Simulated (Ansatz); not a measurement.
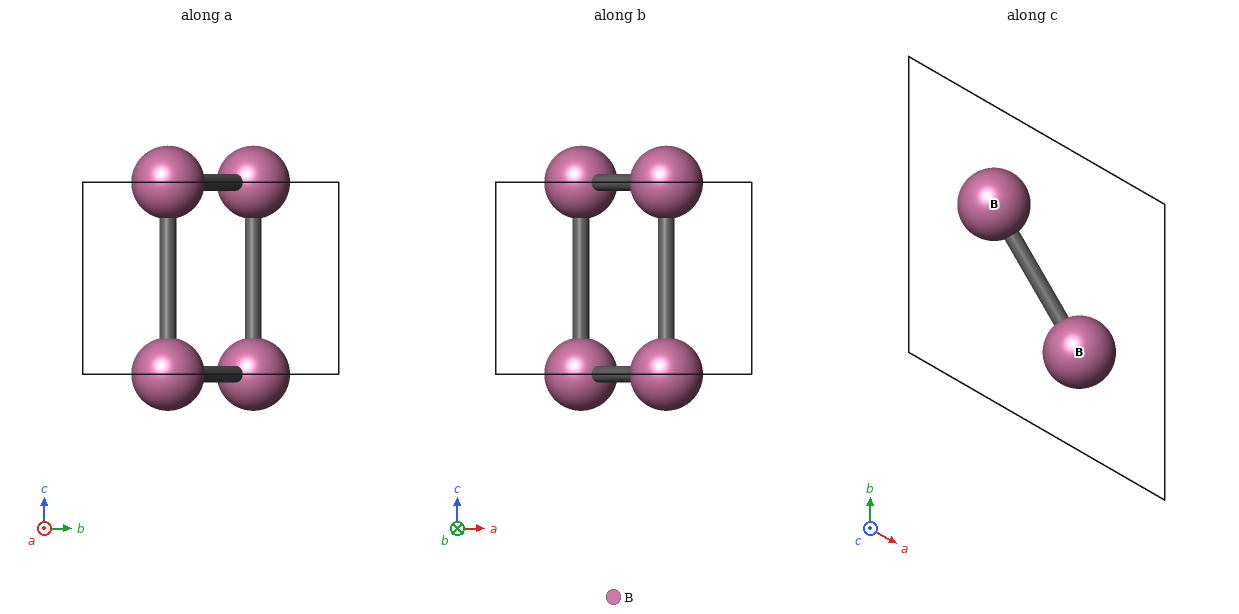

Drawn in the ball-and-stick manner and seen along the a axis, along the b axis and along the c axis. The edges of the conventional unit cell are marked.

Lattice parameters: a = 3.004 Å, b = 3.004 Å, c = 1.947 Å, α = 90.00°, β = 90.00°, γ = 120.00°.

### Set out the cell and atoms as a table of Wyckoff sites.

Space group P6/mmm (No. 191).
| atom | site | x | y | z |
| --- | --- | --- | --- | --- |
| B | 2c | 0.3333 | 0.6667 | 0.0000 |

Origin of the cell: a textbook structure type filled with this element (whether it is the usual form wasn't checked). This is the structure after a relaxation with DFT r2SCAN, scalar-relativistic, plane waves, PAW in Ansatz.
